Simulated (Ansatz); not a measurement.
```cif
data_structure
_symmetry_space_group_name_H-M 'P 1'
_symmetry_Int_Tables_number 1
_cell_length_a 2.5859
_cell_length_b 2.9764
_cell_length_c 3.3669
_cell_angle_alpha 90.000
_cell_angle_beta 90.000
_cell_angle_gamma 90.000
_cell_volume 25.91
loop_
_atom_site_label
_atom_site_type_symbol
_atom_site_fract_x
_atom_site_fract_y
_atom_site_fract_z
_atom_site_occupancy
Al1 Al 0.00000 0.00000 0.00000 1
Ru1 Ru 0.50000 0.50000 0.50000 1
```

Space group Pmmm; changed on purpose from its base cell (strain +0.1312 x Voigt [1, -1, 0, 0, 0, 0], atoms carried along); computed pressure about 11 GPa in this cell; computed without spin polarisation.

Level of theory: DFT PBEsol, scalar-relativistic, plane waves, PAW in Ansatz.

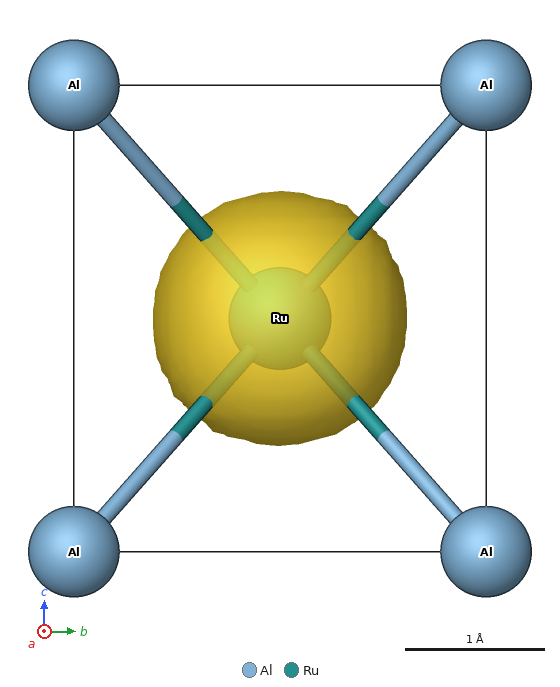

AlRu. Isosurface of the valence pseudo-density at 1 e/Å³ (yellow), seen along the a axis. Sticks mark near contacts.

### What does this surface tell about the bonding?

At this value the density breaks into separate islands; it holds about 60 % of the electrons treated as valence (semicore included). It bridges none of the near contacts. It is pinched off along the sampled Al–Al (2.59 Å), Ru–Ru (2.59 Å) and Al–Ru (2.59 Å) contacts. On the grid the lowest density along these lines, outside the cores, is 0.26 e/Å³ (Al–Al, 2.59 Å), 0.48 e/Å³ (Ru–Ru, 2.59 Å) and 0.27 e/Å³ (Al–Ru, 2.59 Å).

### Does the calculation make it a metal, or give it a gap?

It is metallic or semimetallic at this level of theory: no gap opens.
